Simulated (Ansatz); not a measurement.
## Run report: WSi2, single-point calculation

WSi2 (I4/mmm, 6 atoms in the cell), computed with DFT PBE, scalar-relativistic, plane waves, PAW, no spin polarisation (Ansatz 0.2.0).

The structure derives from an entry of the Crystallography Open Database. It belongs to a series of runs on one base structure; here: the same crystal in its conventional cell. Figures and captions count atoms from 1; the log counts them from 0 in places.

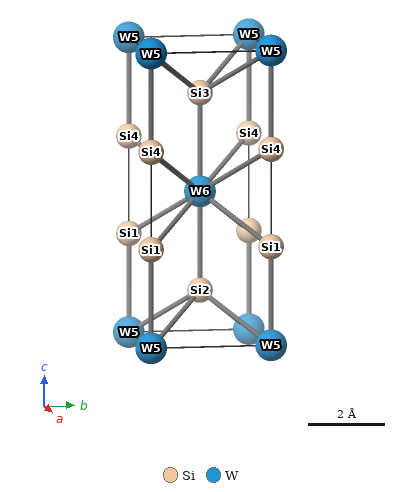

*The structure as given in the input (ball-and-stick view of the cell of the calculation, seen slightly off an axis; atoms are numbered from 1 in the order of the input). An atom can appear more than once, as a periodic image.*

The input
```yaml
crystal:
  lattice:
    - [3.2289953143, 0.0, 0.0]
    - [0.0, 3.2289953143, 0.0]
    - [0.0, 0.0, 7.8668278195]
  atoms:
    - { symbol: Si, position: [0.0, 0.0, 0.3345744057] }
    - { symbol: Si, position: [0.5, 0.5, 0.1654255943] }
    - { symbol: Si, position: [0.5, 0.5, 0.8345744057] }
    - { symbol: Si, position: [0.0, 0.0, 0.6654255943] }
    - { symbol: W, position: [0.0, 0.0, 0.0] }
    - { symbol: W, position: [0.5, 0.5, 0.5] }
basis:
  ecutwfc: 420
kpoints:
  mp_grid: { grid: [12, 12, 6] }
hamiltonian:
  xc: pbe
scf:
  occupations: { method: gaussian, width: 0.1 }
output:
  forces: true
  stress: true
  eigenvalues: true
  write_density: true
  write_potential: true
  elf: true
  volumetric_format: npy
```

Run as:
```bash
ansatz run input.yaml --threads 1 --pin off --max-ram 2560MiB --backend cpu --events-out ev --progress --plain --runs-dir out
```

Output
```
Engine: ansatz 0.2.0, x86_64-unknown-linux-gnu
Pseudopotentials: kind: paw
Pseudopotential: Si, paw, valence charge 4, recommended cutoff 420 eV (normal), Si.paw.azcp
Pseudopotential: W, paw, valence charge 14, recommended cutoff 420 eV (normal), W.paw.azcp
Functional definition: PBE
  parameter kappa = 0.804
  parameter beta = 0.06672455060314922
  exchange = pbe_x(kappa = kappa, mu = beta*pi^2/3)
  correlation = pbe_c(beta = beta)
Crystal: 6 atoms, lattice volume = 82.023 Å³
Basis set: ecut = 420 eV, 1587 PW (Γ), exchange–correlation on 48×48×108 points (8 copies of the dense FFT grid, shifted against one another)
Bands: 28, of which v1, the nominal top of the filled ones, is band 22 counted from 1 (21 counted from 0)
Symmetry: 32 space group operations
Space group: I4/mmm (ITA 139), of the structure as read, at distance tolerance 4.3e-5 Å
k-points: 112 of 864
Non-local potential: Si, projectors of the file, l = 0: 2, l = 1: 2, l = 2: 2
Non-local potential: W, projectors of the file, l = 0: 3, l = 1: 2, l = 2: 2, l = 3: 1
PAW form: soft (Blöchl's): semilocal exchange-correlation on the pseudo side does not see the compensation charge
PAW one-centre angular grid: Si, 110 points (default); XC on 64 Gauss nodes
PAW one-centre angular grid: W, 590 points (default); XC on 64 Gauss nodes
Initial density: superposition of atomic densities (neutral atoms: chi_scale 0, normalization atom), corrected by the library's trained network
Initial wavefunctions: pseudopotential atomic-orbital guess
Functional: x = pbe(κ = 0.804, μ = 0.2195149727645171), c = pbe(β = 0.06672455060314922)
SCF iter   1: F=—  HF=-23314.920358 eV  |F-HF|=—  |Δ(HF+E_count)|=         —  Δρ=3.43e-3  dr2=3.92e-3  ethr=1.77e-3  ⟨swp⟩=6.3  Hψ=15205  notcnv=0
preconditioner: auto → Kerker (q_TF=auto, 2.459 Å⁻¹)  [metal: Δε(μ)=0.020 eV  Ē_g=7.509 eV  σ=0.100 eV  W_gap=0.11  n_scr=18 (ndim 8)  ℏωp=21.7 eV  f_vac=0.000  D(μ)=0.70/eV (n_scr^D=2)]
SCF iter   2: F=—  HF=-23314.920690 eV  |F-HF|=—  |Δ(HF+E_count)|=   3.32e-4  Δρ=1.96e-3  dr2=1.54e-3  ethr=8.91e-6  ⟨swp⟩=2.1  Hψ=5698  notcnv=0  defer=4
SCF iter   3: F=—  HF=-23314.920964 eV  |F-HF|=—  |Δ(HF+E_count)|=   2.74e-4  Δρ=2.77e-4  dr2=9.24e-5  ethr=3.49e-6  ⟨swp⟩=2.1  Hψ=4175  notcnv=0  defer=4
SCF iter   4: F=—  HF=-23314.920973 eV  |F-HF|=—  |Δ(HF+E_count)|=   8.92e-6  Δρ=1.08e-4  dr2=7.83e-6  ethr=2.10e-7  ⟨swp⟩=2.1  Hψ=4233  notcnv=0  defer=4
SCF iter   5: F=—  HF=-23314.920973 eV  |F-HF|=—  |Δ(HF+E_count)|=   4.01e-7  Δρ=2.30e-5  dr2=7.97e-7  ethr=1.78e-8  ⟨swp⟩=2.0  Hψ=4494  notcnv=0  defer=4
SCF iter   6: F=-23314.920972 eV  HF=-23314.920972 eV  |F-HF|=3.26e-8  |Δ(HF+E_count)|=   1.35e-7  Δρ=5.49e-6  dr2=4.38e-8  ethr=2.27e-10  ⟨swp⟩=12.2  Hψ=22049  notcnv=0
SCF 1 converged in 6 iterations: F = -23314.920972 eV  dr2 = 4.38e-8
  greatest PAW one-centre occupation: 1.000 electrons in one spin orbital (limit 2), on the W atom at site 5 (counted from 0), in its partial waves of l = 0
SCF converged after 6 iterations
Free energy (F): -23314.920972 eV
Harris-Foulkes:  -23314.920972 eV  (|F-HF|=3.26e-8)
Internal energy: -23314.917394 eV  (E = F + TS)
E sigma→0 (E₀):  -23314.919183 eV
Entropy (-TS):   -0.003578 eV (-0.596 meV/atom)
Fermi energy:    16.527212 eV
--- Per-component energies (eV) ---
  E_band       = -171.205454
  E_kinetic    = 1080.302912
  E_local      = -1911.801852  (includes V_loc(G=0)·N_el)
  E_nonlocal   = 100.997274
  E_hartree    = 748.213993
  E_xc         = -763.042858
  E_vxc        = -676.117086  (∫ρ·V_xc dr)
  E_paw        = -19176.499519  (= ΣΔE_a)
  E_vpaw       = -261.023874  (= ΣTr[D̂ρ^β])
  E_aug_tail   = -0.000140  (compensation charges beyond the density's cutoff)
  E_ewald      = -3393.087205
  E_smearing   = -0.003578  (= −TS)
  E_closure    = 0.000000  (closes the sum)
  Σ components = -23314.920972   (vs F -23314.920972, Δ=0.00e0)
--- Forces (eV/Å), atoms counted from 1 ---
  atom   1  Si     0.00000000    -0.00000000    -0.00897219
  atom   2  Si     0.00000000     0.00000000     0.00897219
  atom   3  Si     0.00000000    -0.00000000    -0.00897219
  atom   4  Si     0.00000000    -0.00000000     0.00897219
  atom   5  W      0.00000000    -0.00000000     0.00000000
  atom   6  W      0.00000000     0.00000000     0.00000000
  max |Σ_I F_I| component: 1.04e-17 eV/Å
--- Stress (GPa, compression-positive) ---
        0.015230       0.000000       0.000000
       -0.000000       0.015230       0.000000
        0.000000       0.000000       0.133118
  P = ⅓ Tr σ = 0.0545 GPa (0.545 kbar)
--- Band table (eV; the first three rows and the last of 112) ---
  k-point 0: bands = ["-57.3334", "-57.3333", "-21.6369", "-21.6210", "-21.6058", "-21.6058", "-21.6047", "-21.6047", "2.5210", "4.7554", "5.5492", "9.7197", "12.7164", "12.7244", "13.2243", "13.6715", "13.6715", "13.9374", "15.6364", "15.6364", "15.9858", "15.9858", "17.0793", "17.2517", "19.1373", "19.4604", "19.5181", "19.5181"]
  k-point 1: bands = ["-57.3334", "-57.3333", "-21.6359", "-21.6221", "-21.6058", "-21.6058", "-21.6048", "-21.6048", "2.5992", "4.3132", "6.0692", "9.3847", "12.7458", "13.0401", "13.1845", "13.7343", "13.7343", "13.9987", "15.1672", "15.1672", "16.5289", "16.5289", "17.0904", "17.2397", "18.6556", "19.2859", "19.2859", "19.6066"]
  k-point 2: bands = ["-57.3334", "-57.3333", "-21.6330", "-21.6250", "-21.6056", "-21.6056", "-21.6050", "-21.6050", "2.8311", "3.7147", "6.8986", "8.6441", "12.8289", "13.0808", "13.6534", "13.9215", "13.9215", "14.1187", "14.6491", "14.6491", "17.1210", "17.2071", "17.2616", "17.2616", "18.0384", "18.6019", "18.7234", "18.7234"]
  k-point 111: bands = ["-57.3195", "-57.3195", "-21.7809", "-21.7809", "-21.7809", "-21.7809", "-21.5842", "-21.5842", "7.1075", "7.1075", "9.8448", "9.8448", "9.9798", "9.9798", "9.9798", "9.9798", "13.4683", "13.4683", "14.0792", "14.0792", "14.0792", "14.0792", "16.5158", "16.5158", "19.3890", "19.3890", "20.0262", "20.0262"]
```

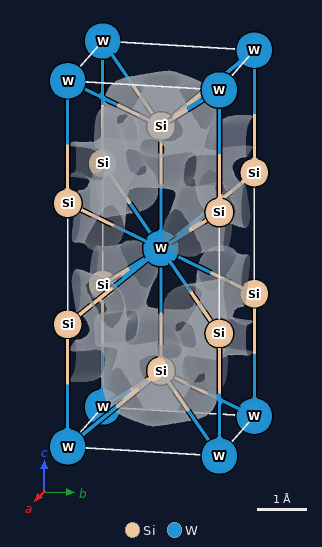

*Isosurface of the ELF at 0.55 (grey), seen slightly off an axis. Core shells and regions of very low density are left out. Sticks mark near contacts. The outline is the cell set on symmetry axes.*

Along the contacts the grid gives the following. Si–W (2.63 Å): the ELF is about 0.45 at the midpoint. Core electrons are frozen (PAW), so the fields are smoothed inside the atomic spheres.

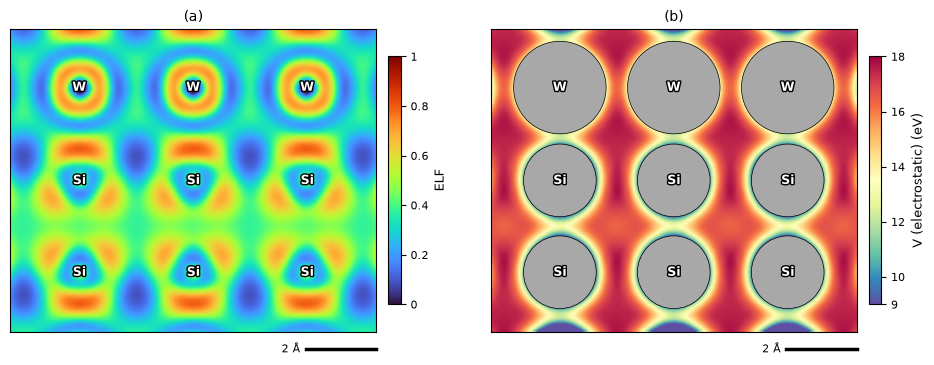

*(a) electron localisation function; (b) electrostatic potential (local pseudopotential plus Hartree) felt by an electron on the (010) plane of the conventional cell. Grey discs, where drawn, cover atomic cores.*

The section cuts through Si and W sites. Si–W (2.63 Å): the ELF is about 0.45 at the midpoint. The strong features right at W lie inside the PAW spheres (semicore, d or f shells) and say nothing about bonding. Outside the cores the potential energy rises away from the atoms and is highest about 1.6 Å from the nearest atoms; outside the discs it spans about 8 eV, and its zero is arbitrary.

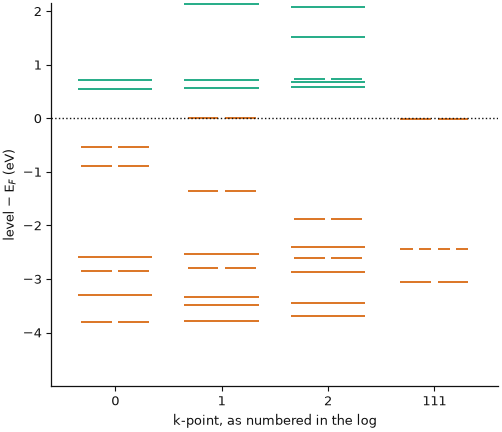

*Kohn–Sham levels near the Fermi level (dotted) at the few k-points that the log prints; levels within 0.02 eV of each other stand side by side.*

The system is metallic on the full mesh.

Results in brief

| quantity | value |
| --- | --- |
| outcome | converged |
| space group (tolerance 0.01 Å) | I4/mmm (139) |
| electrons treated | 44 |
| free energy | −23314.9210 eV |
| Fermi energy | 16.527 eV |
| gap on the k-point mesh | none (metallic) |
| pressure | 0.05 GPa |
| largest force (length of the vector) | 0.009 eV/Å |
| hardware | 1 thread of AMD EPYC (Zen 5), 32 GiB of memory available, shared host |
| wall time | 4.4 s |
| peak memory | 0.49 GiB |

Notes

Spin–orbit coupling is left out, which matters for W.
